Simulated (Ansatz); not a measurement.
# Geometry relaxation, with input and output: CoSi₃ (part 1 of 2)

The run: geometry relaxation of CoSi₃ (Pm-3m, 4 atoms in the cell). Method and program: DFT PBE, scalar-relativistic, plane waves, PAW, spin-polarised (Ansatz 0.2.0).

The structure was made by swapping elements on the sites of another compound; it need not be a known phase. It belongs to a series of runs on one base structure; here: Cu3Au (L1_2) type (Pm-3m, No. 221). Figures and captions count atoms from 1; the log counts them from 0 in places.

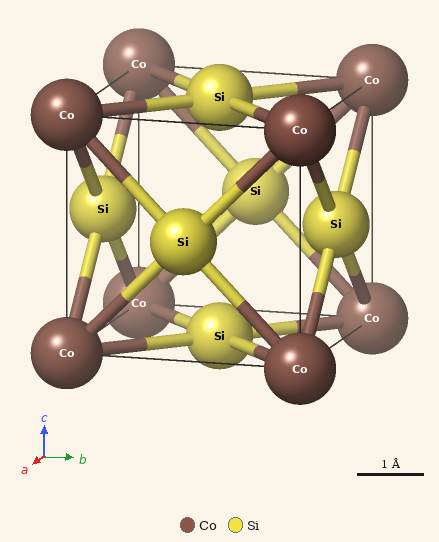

**Figure 1.** The input geometry (ball-and-stick view of the cell of the calculation, seen slightly off an axis).

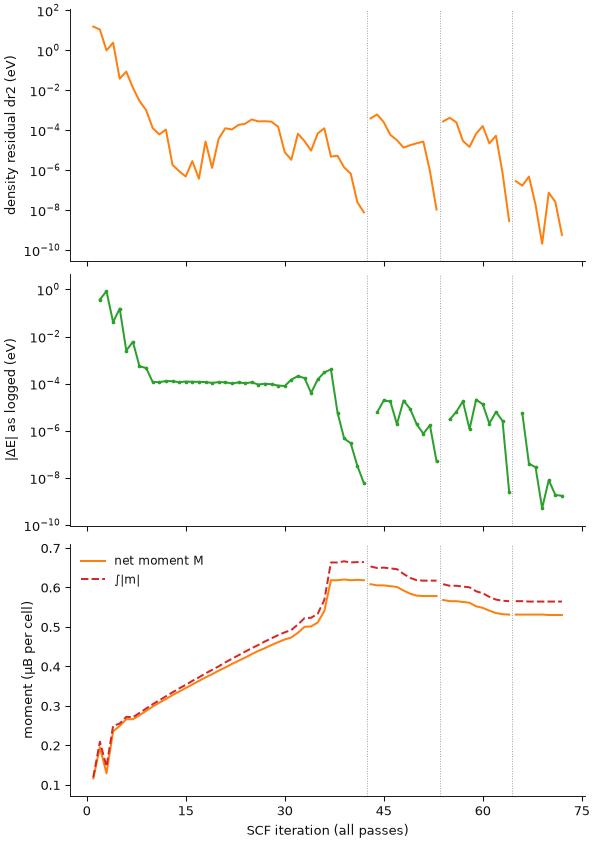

**Figure 2.** Convergence of the self-consistent field: density residual dr2, size of the energy change and magnetic moment against the SCF iteration. The dotted lines part the SCF passes of the relaxation: geometry steps, rejected trials and re-solves on a re-selected basis. The passes take 42, 11, 11 and 8 iterations. The net moment goes from 0.1 to 0.5 μB per cell.

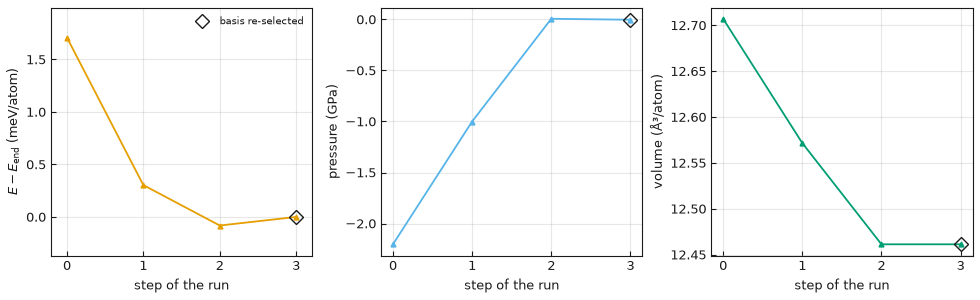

**Figure 3.** Progress of the relaxation, step by step (the first geometry is step 0 here and step 1 in the log).

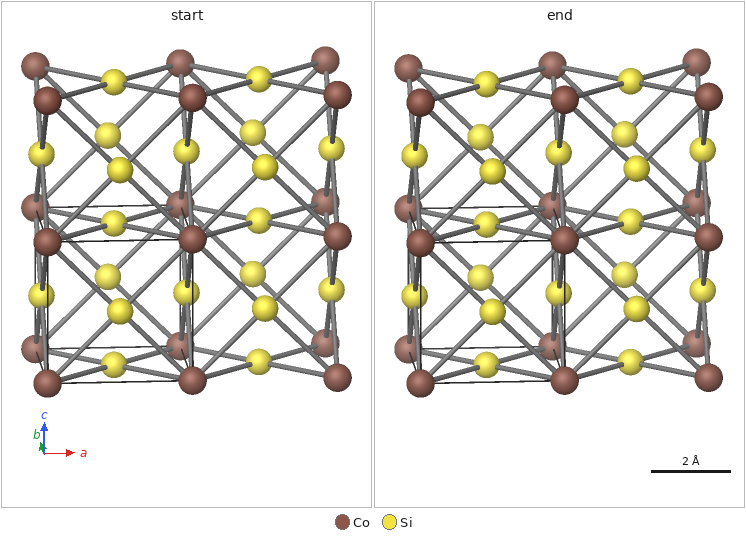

**Figure 4.** Before (left) and after (right) the relaxation, at one scale (ball-and-stick view of the cell of the calculation, repeated 2 × 1 × 2, seen at an oblique angle). No atom moves by more than 0.005 Å relative to the cell. The volume changes by −1.9 %, with a = b = c 3.704 → 3.680 Å (−0.6 %). Distances before and after: Co1–Si2 2.619 → 2.602 Å. The space group stays Pm-3m (No. 221). The energy falls by 1.8 meV per atom in 2 geometry steps. All forces vanish by symmetry, so only the cell relaxes. Pressure: −2.20 GPa at the start and 0.00 GPa at the end. A last SCF at the same geometry on a re-selected plane-wave basis shifts the energy by +0.1 meV per atom. (Atoms are counted from 1 in the order of the input.)

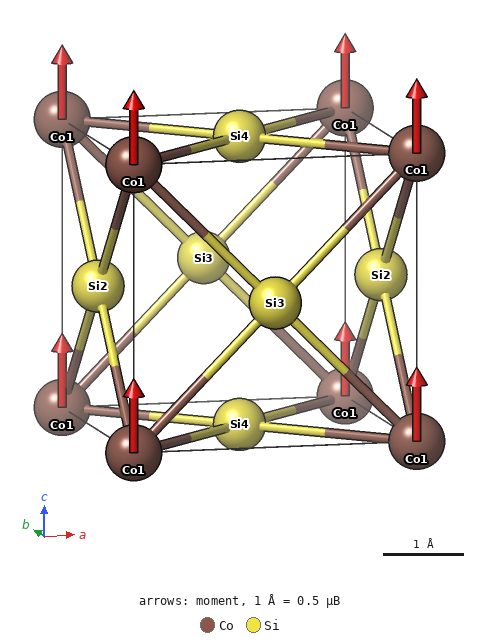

**Figure 5.** Magnetic moments of the sites as red arrows (ball-and-stick view of the cell of the calculation, seen slightly off an axis; atoms are numbered from 1 in the order of the input); small moments hardly show. The run is collinear, so the axis drawn is arbitrary. Site moments: Co1 (0.48 μB). They are counted near the atoms and needn't add up to the moment of the cell.

These pictures come from the run below.

Input file
```yaml
crystal:
  lattice:
    - [3.704265834, 0.0, 0.0]
    - [0.0, 3.704265834, 0.0]
    - [0.0, 0.0, 3.704265834]
  atoms:
    - { symbol: Co, position: [0.0, 0.0, 0.0], spin: 0.23 }
    - { symbol: Si, position: [0.0, 0.5, 0.5] }
    - { symbol: Si, position: [0.5, 0.0, 0.5] }
    - { symbol: Si, position: [0.5, 0.5, 0.0] }
basis:
  ecutwfc: 420
kpoints:
  mp_grid: { grid: [6, 6, 6] }
hamiltonian:
  xc: pbe
scf:
  occupations: { method: gaussian, width: 0.1 }
  lower_state_search: "off"
output:
  forces: true
  stress: true
  eigenvalues: true
  populations: true
magnetization:
  spin_polarized: true
relax:
  adjacent_minimum: "off"
  f_tol: 0.04
  max_steps: 70
  cell: { stress_tol: 0.4 }
```

Launch command:
```bash
ansatz run input.yaml --threads 1 --pin off --max-ram 2560MiB --backend cpu --events-out ev --progress --plain --runs-dir out
```

Log
```
Engine: ansatz 0.2.0, x86_64-unknown-linux-gnu
Pseudopotentials: kind: paw
Pseudopotential: Co, paw, valence charge 17, recommended cutoff 420 eV (normal), Co.paw.azcp
Pseudopotential: Si, paw, valence charge 4, recommended cutoff 420 eV (normal), Si.paw.azcp
Functional definition: PBE
  parameter kappa = 0.804
  parameter beta = 0.06672455060314922
  exchange = pbe_x(kappa = kappa, mu = beta*pi^2/3)
  correlation = pbe_c(beta = beta)
Crystal: 4 atoms, lattice volume = 50.828 Å³
Basis set: ecut = 420 eV, 1021 PW (Γ), exchange–correlation on 50×50×50 points (8 copies of the dense FFT grid, shifted against one another)
Bands: 19, of which v1, the nominal top of the filled ones, is band 15 counted from 1 (14 counted from 0)
Symmetry: 48 space group operations
Space group: Pm-3m (ITA 221), of the structure as read, at distance tolerance 3.7e-5 Å
Magnetic group: BNS 221.92 (UNI 1594), of the structure as read, at distance tolerance 3.7e-5 Å
k-points: 20 of 216
Non-local potential: Co, projectors of the file, l = 0: 3, l = 1: 2, l = 2: 3, l = 3: 1
Non-local potential: Si, projectors of the file, l = 0: 2, l = 1: 2, l = 2: 2
PAW form: soft (Blöchl's): semilocal exchange-correlation on the pseudo side does not see the compensation charge
PAW one-centre angular grid: Co, 590 points (default); XC on 64 Gauss nodes
PAW one-centre angular grid: Si, 110 points (default); XC on 64 Gauss nodes
Initial density: superposition of atomic densities (chi_scale 0.1, normalization cell)
Starting moments: Σ|m| = 0.23 μB on 1 of 4 sites
Initial wavefunctions: pseudopotential atomic-orbital guess
Functional: x = pbe(κ = 0.804, μ = 0.2195149727645171), c = pbe(β = 0.06672455060314922)
SCF iter   1: F=—  HF=-7033.877343 eV  |F-HF|=—  |Δ(HF+E_count)|=         —  Δρ=9.46e-2 (↑7.92e-2 ↓9.46e-2)  dr2=1.55e1  dr2_m=2.92e-2  M=0.116 μB ∫|m|=0.119 μB  β_m=0.30  ethr=3.10e-3  ⟨swp⟩=5.9  Hψ=3705  notcnv=0
preconditioner: auto → Kerker (q_TF=auto, 2.485 Å⁻¹)  [metal: Δε(μ)=0.039 eV  Ē_g=7.287 eV  σ=0.100 eV  W_gap=0.21  n_scr=18 (ndim 8)  ℏωp=23.9 eV  f_vac=0.000  D(μ)=3.44/eV (n_scr^D=32)]
spin=Collinear: Kerker preconditioning applied to the charge; magnetization (m = ρ↑ − ρ↓) channel mixes plain (no charge-response kernel on spin).
SCF iter   2: F=—  HF=-7033.505374 eV  |F-HF|=—  |Δ(HF+E_count)|=   3.72e-1  Δρ=9.67e-2 (↑9.41e-2 ↓9.67e-2)  dr2=1.10e1  dr2_m=1.31e-3  M=0.195 μB ∫|m|=0.209 μB  β_m=1.00  ethr=3.10e-3  ⟨swp⟩=2.9  Hψ=1949  notcnv=0  defer=12
SCF iter   3: F=—  HF=-7032.658806 eV  |F-HF|=—  |Δ(HF+E_count)|=   8.47e-1  Δρ=1.88e-2 (↑1.37e-2 ↓1.88e-2)  dr2=9.95e-1  dr2_m=7.94e-3  M=0.129 μB ∫|m|=0.146 μB  β_m=0.30  ethr=3.10e-3  ⟨swp⟩=2.0  Hψ=1831  notcnv=0  defer=5
SCF iter   4: F=—  HF=-7032.618029 eV  |F-HF|=—  |Δ(HF+E_count)|=   4.08e-2  Δρ=3.81e-2 (↑3.02e-2 ↓3.81e-2)  dr2=2.42e0  dr2_m=7.71e-3  M=0.235 μB ∫|m|=0.249 μB  β_m=1.00  ethr=3.10e-3  ⟨swp⟩=2.6  Hψ=1551  notcnv=0  defer=11
SCF iter   5: F=—  HF=-7032.463851 eV  |F-HF|=—  |Δ(HF+E_count)|=   1.54e-1  Δρ=4.43e-3 (↑4.43e-3 ↓4.34e-3)  dr2=3.83e-2  dr2_m=5.21e-5  M=0.249 μB ∫|m|=0.255 μB  β_m=0.30  ethr=3.10e-3  ⟨swp⟩=1.9  Hψ=1024  notcnv=0  defer=11
SCF iter   6: F=—  HF=-7032.466405 eV  |F-HF|=—  |Δ(HF+E_count)|=   2.55e-3  Δρ=7.55e-3 (↑5.41e-3 ↓7.55e-3)  dr2=8.60e-2  dr2_m=6.13e-4  M=0.266 μB ∫|m|=0.272 μB  β_m=1.00  ethr=1.32e-4  ⟨swp⟩=1.2  Hψ=977  notcnv=0  defer=9
SCF iter   7: F=—  HF=-7032.460402 eV  |F-HF|=—  |Δ(HF+E_count)|=   6.00e-3  Δρ=3.35e-3 (↑2.54e-3 ↓3.35e-3)  dr2=1.36e-2  dr2_m=8.87e-5  M=0.266 μB ∫|m|=0.271 μB  β_m=0.30  ethr=1.32e-4  ⟨swp⟩=2.1  Hψ=941  notcnv=0  defer=9
SCF iter   8: F=—  HF=-7032.460948 eV  |F-HF|=—  |Δ(HF+E_count)|=   5.46e-4  Δρ=1.76e-3 (↑1.76e-3 ↓1.07e-3)  dr2=2.91e-3  dr2_m=7.37e-5  M=0.276 μB ∫|m|=0.282 μB  β_m=1.00  ethr=4.69e-5  ⟨swp⟩=1.0  Hψ=751  notcnv=0  defer=9
SCF iter   9: F=—  HF=-7032.461413 eV  |F-HF|=—  |Δ(HF+E_count)|=   4.66e-4  Δρ=1.43e-3 (↑1.43e-3 ↓2.15e-4)  dr2=1.03e-3  dr2_m=1.91e-4  M=0.287 μB ∫|m|=0.293 μB  β_m=1.00  ethr=1.00e-5  ⟨swp⟩=1.0  Hψ=751  notcnv=0  defer=9
SCF iter  10: F=—  HF=-7032.461532 eV  |F-HF|=—  |Δ(HF+E_count)|=   1.18e-4  Δρ=9.82e-4 (↑9.82e-4 ↓4.13e-4)  dr2=1.29e-4  dr2_m=2.25e-4  M=0.298 μB ∫|m|=0.304 μB  β_m=1.00  ethr=3.55e-6  ⟨swp⟩=1.0  Hψ=752  notcnv=0  defer=9
SCF iter  11: F=—  HF=-7032.461648 eV  |F-HF|=—  |Δ(HF+E_count)|=   1.16e-4  Δρ=8.52e-4 (↑8.52e-4 ↓4.57e-4)  dr2=6.16e-5  dr2_m=1.99e-4  M=0.308 μB ∫|m|=0.314 μB  β_m=1.00  ethr=4.44e-7  ⟨swp⟩=1.1  Hψ=756  notcnv=0  defer=9
SCF iter  12: F=—  HF=-7032.461778 eV  |F-HF|=—  |Δ(HF+E_count)|=   1.30e-4  Δρ=8.36e-4 (↑8.36e-4 ↓3.87e-4)  dr2=1.09e-4  dr2_m=1.72e-4  M=0.317 μB ∫|m|=0.324 μB  β_m=1.00  ethr=2.12e-7  ⟨swp⟩=2.1  Hψ=1025  notcnv=0  defer=9
SCF iter  13: F=—  HF=-7032.461904 eV  |F-HF|=—  |Δ(HF+E_count)|=   1.27e-4  Δρ=6.79e-4 (↑6.48e-4 ↓6.79e-4)  dr2=1.86e-6  dr2_m=2.05e-4  M=0.327 μB ∫|m|=0.334 μB  β_m=1.00  ethr=2.12e-7  ⟨swp⟩=2.1  Hψ=1148  notcnv=0  defer=9
SCF iter  14: F=—  HF=-7032.462022 eV  |F-HF|=—  |Δ(HF+E_count)|=   1.17e-4  Δρ=6.40e-4 (↑6.10e-4 ↓6.40e-4)  dr2=8.99e-7  dr2_m=1.82e-4  M=0.336 μB ∫|m|=0.344 μB  β_m=1.00  ethr=6.41e-9  ⟨swp⟩=2.0  Hψ=1331  notcnv=0  defer=9
SCF iter  15: F=—  HF=-7032.462145 eV  |F-HF|=—  |Δ(HF+E_count)|=   1.23e-4  Δρ=6.23e-4 (↑6.04e-4 ↓6.23e-4)  dr2=4.87e-7  dr2_m=1.75e-4  M=0.345 μB ∫|m|=0.353 μB  β_m=1.00  ethr=3.10e-9  ⟨swp⟩=2.3  Hψ=1358  notcnv=0  defer=9
SCF iter  16: F=—  HF=-7032.462266 eV  |F-HF|=—  |Δ(HF+E_count)|=   1.21e-4  Δρ=6.34e-4 (↑6.34e-4 ↓5.60e-4)  dr2=2.87e-6  dr2_m=1.66e-4  M=0.354 μB ∫|m|=0.363 μB  β_m=1.00  ethr=1.68e-9  ⟨swp⟩=2.8  Hψ=1511  notcnv=0  defer=9
SCF iter  17: F=—  HF=-7032.462386 eV  |F-HF|=—  |Δ(HF+E_count)|=   1.20e-4  Δρ=6.12e-4 (↑6.12e-4 ↓5.88e-4)  dr2=3.74e-7  dr2_m=1.68e-4  M=0.363 μB ∫|m|=0.372 μB  β_m=1.00  ethr=1.68e-9  ⟨swp⟩=2.8  Hψ=1439  notcnv=0  defer=9
SCF iter  18: F=—  HF=-7032.462503 eV  |F-HF|=—  |Δ(HF+E_count)|=   1.17e-4  Δρ=7.27e-4 (↑5.14e-4 ↓7.27e-4)  dr2=2.75e-5  dr2_m=1.78e-4  M=0.372 μB ∫|m|=0.382 μB  β_m=1.00  ethr=1.29e-9  ⟨swp⟩=2.9  Hψ=1577  notcnv=0  defer=9
SCF iter  19: F=—  HF=-7032.462610 eV  |F-HF|=—  |Δ(HF+E_count)|=   1.08e-4  Δρ=6.03e-4 (↑5.53e-4 ↓6.03e-4)  dr2=1.31e-6  dr2_m=1.56e-4  M=0.380 μB ∫|m|=0.391 μB  β_m=1.00  ethr=1.29e-9  ⟨swp⟩=2.9  Hψ=1585  notcnv=0  defer=9
SCF iter  20: F=—  HF=-7032.462727 eV  |F-HF|=—  |Δ(HF+E_count)|=   1.17e-4  Δρ=7.28e-4 (↑4.80e-4 ↓7.28e-4)  dr2=3.83e-5  dr2_m=1.69e-4  M=0.389 μB ∫|m|=0.400 μB  β_m=1.00  ethr=1.29e-9  ⟨swp⟩=2.9  Hψ=1536  notcnv=0  defer=9
SCF iter  21: F=—  HF=-7032.462842 eV  |F-HF|=—  |Δ(HF+E_count)|=   1.14e-4  Δρ=8.34e-4 (↑3.94e-4 ↓8.34e-4)  dr2=1.26e-4  dr2_m=1.72e-4  M=0.397 μB ∫|m|=0.410 μB  β_m=1.00  ethr=1.29e-9  ⟨swp⟩=3.0  Hψ=1555  notcnv=0  defer=9
SCF iter  22: F=—  HF=-7032.462945 eV  |F-HF|=—  |Δ(HF+E_count)|=   1.03e-4  Δρ=7.93e-4 (↑3.83e-4 ↓7.93e-4)  dr2=1.10e-4  dr2_m=1.58e-4  M=0.406 μB ∫|m|=0.419 μB  β_m=1.00  ethr=1.29e-9  ⟨swp⟩=3.0  Hψ=1542  notcnv=0  defer=9
SCF iter  23: F=—  HF=-7032.463058 eV  |F-HF|=—  |Δ(HF+E_count)|=   1.13e-4  Δρ=8.64e-4 (↑3.35e-4 ↓8.64e-4)  dr2=1.86e-4  dr2_m=1.61e-4  M=0.414 μB ∫|m|=0.428 μB  β_m=1.00  ethr=1.29e-9  ⟨swp⟩=3.0  Hψ=1497  notcnv=0  defer=9
SCF iter  24: F=—  HF=-7032.463163 eV  |F-HF|=—  |Δ(HF+E_count)|=   1.05e-4  Δρ=8.69e-4 (↑3.09e-4 ↓8.69e-4)  dr2=2.12e-4  dr2_m=1.54e-4  M=0.422 μB ∫|m|=0.437 μB  β_m=1.00  ethr=1.29e-9  ⟨swp⟩=3.1  Hψ=1523  notcnv=0  defer=9
SCF iter  25: F=—  HF=-7032.463277 eV  |F-HF|=—  |Δ(HF+E_count)|=   1.14e-4  Δρ=9.62e-4 (↑2.56e-4 ↓9.62e-4)  dr2=3.48e-4  dr2_m=1.58e-4  M=0.431 μB ∫|m|=0.446 μB  β_m=1.00  ethr=1.29e-9  ⟨swp⟩=2.9  Hψ=1501  notcnv=0  defer=9
SCF iter  26: F=—  HF=-7032.463370 eV  |F-HF|=—  |Δ(HF+E_count)|=   9.24e-5  Δρ=8.91e-4 (↑2.58e-4 ↓8.91e-4)  dr2=2.79e-4  dr2_m=1.43e-4  M=0.439 μB ∫|m|=0.454 μB  β_m=1.00  ethr=1.29e-9  ⟨swp⟩=3.0  Hψ=1551  notcnv=0  defer=9
SCF iter  27: F=—  HF=-7032.463470 eV  |F-HF|=—  |Δ(HF+E_count)|=   1.00e-4  Δρ=8.87e-4 (↑2.51e-4 ↓8.87e-4)  dr2=2.84e-4  dr2_m=1.40e-4  M=0.446 μB ∫|m|=0.463 μB  β_m=1.00  ethr=1.29e-9  ⟨swp⟩=3.0  Hψ=1497  notcnv=0  defer=8
SCF iter  28: F=—  HF=-7032.463565 eV  |F-HF|=—  |Δ(HF+E_count)|=   9.48e-5  Δρ=8.65e-4 (↑2.48e-4 ↓8.65e-4)  dr2=2.69e-4  dr2_m=1.34e-4  M=0.454 μB ∫|m|=0.471 μB  β_m=1.00  ethr=1.29e-9  ⟨swp⟩=2.8  Hψ=1495  notcnv=0  defer=8
SCF iter  29: F=—  HF=-7032.463648 eV  |F-HF|=—  |Δ(HF+E_count)|=   8.34e-5  Δρ=7.49e-4 (↑2.86e-4 ↓7.49e-4)  dr2=1.50e-4  dr2_m=1.19e-4  M=0.461 μB ∫|m|=0.479 μB  β_m=1.00  ethr=1.29e-9  ⟨swp⟩=2.7  Hψ=1532  notcnv=0  defer=8
SCF iter  30: F=—  HF=-7032.463728 eV  |F-HF|=—  |Δ(HF+E_count)|=   7.99e-5  Δρ=5.08e-4 (↑4.13e-4 ↓5.08e-4)  dr2=8.14e-6  dr2_m=9.84e-5  M=0.468 μB ∫|m|=0.486 μB  β_m=0.30  ethr=1.29e-9  ⟨swp⟩=3.1  Hψ=1663  notcnv=0  defer=8
Mixer restart at iter 30: flushing history
spin-set hold released at iteration 30 (site moments' squared step at or under half its running peak, from the soft ceiling on): the magnetisation degrees of freedom join the quasi-Newton model from the next iteration; the mixer history was flushed
SCF iter  31: F=—  HF=-7032.463876 eV  |F-HF|=—  |Δ(HF+E_count)|=   1.49e-4  Δρ=7.63e-4 (↑7.63e-4 ↓6.69e-4)  dr2=3.33e-6  dr2_m=2.38e-4  M=0.473 μB ∫|m|=0.492 μB  β_m=0.65  ethr=1.29e-9  ⟨swp⟩=3.1  Hψ=1585  notcnv=0  defer=8
SCF iter  32: F=—  HF=-7032.464087 eV  |F-HF|=—  |Δ(HF+E_count)|=   2.10e-4  Δρ=1.31e-3 (↑9.50e-4 ↓1.31e-3)  dr2=6.73e-5  dr2_m=5.95e-4  M=0.485 μB ∫|m|=0.506 μB  β_m=0.82  ethr=1.29e-9  ⟨swp⟩=3.0  Hψ=1843  notcnv=0  defer=8
SCF iter  33: F=—  HF=-7032.464259 eV  |F-HF|=—  |Δ(HF+E_count)|=   1.73e-4  Δρ=1.38e-3 (↑1.38e-3 ↓1.08e-3)  dr2=2.86e-5  dr2_m=7.01e-4  M=0.500 μB ∫|m|=0.522 μB  β_m=0.04  ethr=1.29e-9  ⟨swp⟩=3.1  Hψ=1711  notcnv=0  defer=8
SCF iter  34: F=—  HF=-7032.464218 eV  |F-HF|=—  |Δ(HF+E_count)|=   4.10e-5  Δρ=7.83e-4 (↑7.83e-4 ↓6.06e-4)  dr2=9.59e-6  dr2_m=2.24e-4  M=0.501 μB ∫|m|=0.523 μB  β_m=0.03  ethr=1.29e-9  ⟨swp⟩=3.0  Hψ=1827  notcnv=0  defer=8
SCF iter  35: F=—  HF=-7032.464369 eV  |F-HF|=—  |Δ(HF+E_count)|=   1.51e-4  Δρ=1.08e-3 (↑1.08e-3 ↓6.37e-4)  dr2=6.97e-5  dr2_m=3.34e-4  M=0.511 μB ∫|m|=0.533 μB  β_m=0.10  ethr=1.29e-9  ⟨swp⟩=3.0  Hψ=1933  notcnv=0  defer=8
SCF iter  36: F=—  HF=-7032.464671 eV  |F-HF|=—  |Δ(HF+E_count)|=   3.02e-4  Δρ=1.15e-3 (↑1.15e-3 ↓5.50e-4)  dr2=1.26e-4  dr2_m=3.37e-4  M=0.540 μB ∫|m|=0.568 μB  β_m=0.28  ethr=1.29e-9  ⟨swp⟩=3.6  Hψ=2039  notcnv=0  defer=8
SCF iter  37: F=—  HF=-7032.465074 eV  |F-HF|=—  |Δ(HF+E_count)|=   4.04e-4  Δρ=9.45e-5 (↑7.55e-5 ↓9.45e-5)  dr2=4.82e-6  dr2_m=1.99e-6  M=0.618 μB ∫|m|=0.663 μB  β_m=0.71  ethr=1.29e-9  ⟨swp⟩=4.2  Hψ=2338  notcnv=0  defer=8
SCF iter  38: F=—  HF=-7032.465080 eV  |F-HF|=—  |Δ(HF+E_count)|=   5.98e-6  Δρ=7.15e-5 (↑4.78e-5 ↓7.15e-5)  dr2=5.31e-6  dr2_m=4.09e-7  M=0.618 μB ∫|m|=0.663 μB  β_m=0.85  ethr=1.29e-9  ⟨swp⟩=2.0  Hψ=1429  notcnv=0  defer=8
SCF iter  39: F=—  HF=-7032.465081 eV  |F-HF|=—  |Δ(HF+E_count)|=   4.77e-7  Δρ=7.33e-5 (↑1.54e-5 ↓7.33e-5)  dr2=1.39e-6  dr2_m=8.57e-7  M=0.620 μB ∫|m|=0.666 μB  β_m=0.91  ethr=1.29e-9  ⟨swp⟩=2.5  Hψ=1375  notcnv=0  defer=8
SCF iter  40: F=—  HF=-7032.465081 eV  |F-HF|=—  |Δ(HF+E_count)|=   2.97e-7  Δρ=2.40e-5 (↑2.40e-5 ↓1.83e-5)  dr2=6.72e-7  dr2_m=4.34e-9  M=0.618 μB ∫|m|=0.663 μB  β_m=0.95  ethr=1.29e-9  ⟨swp⟩=2.1  Hψ=1263  notcnv=0  defer=8
iter 41 did not close the SCF: its close was put off for a magnetic moment that had not settled (scf_convergence_deferred on its scf_iter line)
SCF iter  41: F=-7032.465081 eV  HF=-7032.465081 eV  |F-HF|=1.96e-8  |Δ(HF+E_count)|=   3.29e-8  Δρ=8.12e-6 (↑8.12e-6 ↓1.82e-6)  dr2=2.55e-8  dr2_m=9.18e-9  M=0.619 μB ∫|m|=0.664 μB  β_m=0.98  ethr=3.45e-10  ⟨swp⟩=3.5  Hψ=2702  notcnv=0
SCF iter  42: F=-7032.465081 eV  HF=-7032.465081 eV  |F-HF|=6.87e-9  |Δ(HF+E_count)|=   6.00e-9  Δρ=2.21e-6 (↑2.11e-6 ↓2.21e-6)  dr2=7.72e-9  dr2_m=2.21e-11  M=0.618 μB ∫|m|=0.664 μB  ethr=8.79e-11  ⟨swp⟩=2.0  Hψ=2278  notcnv=0
```
